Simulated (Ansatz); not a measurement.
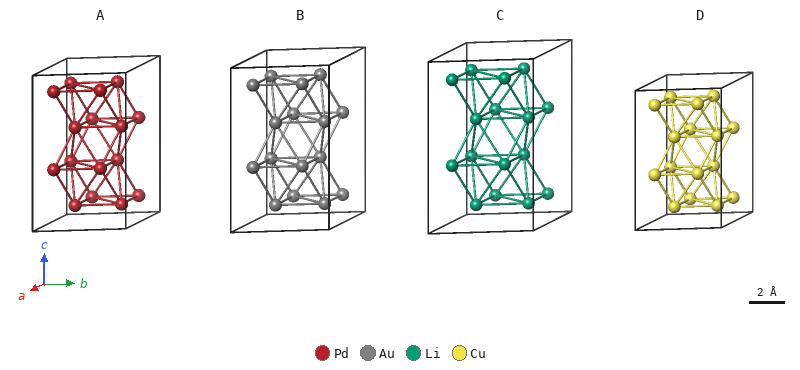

One structure type (space group P6_3/mmc for the parent) with different elements on its sites, each relaxed in cell and atoms to zero pressure (within 0.1 GPa). The picture is a ball-and-stick view of the cell of the calculation, repeated to show the pattern, seen slightly off an axis.

Level of theory: DFT r2SCAN, scalar-relativistic, plane waves, PAW in Ansatz. Settings: plane-wave cutoff 500 eV; occupations gaussian; smearing width 0.1 eV; no spin polarisation. The k-mesh is chosen for each cell (18×18×10, 18×18×8).

Give the formulas, and rank the crystals by volume per atom, smallest first.

Answer. D = Cu (11.5 Å³), A = Pd (15.0 Å³), B = Au (17.6 Å³), C = Li (21.0 Å³).
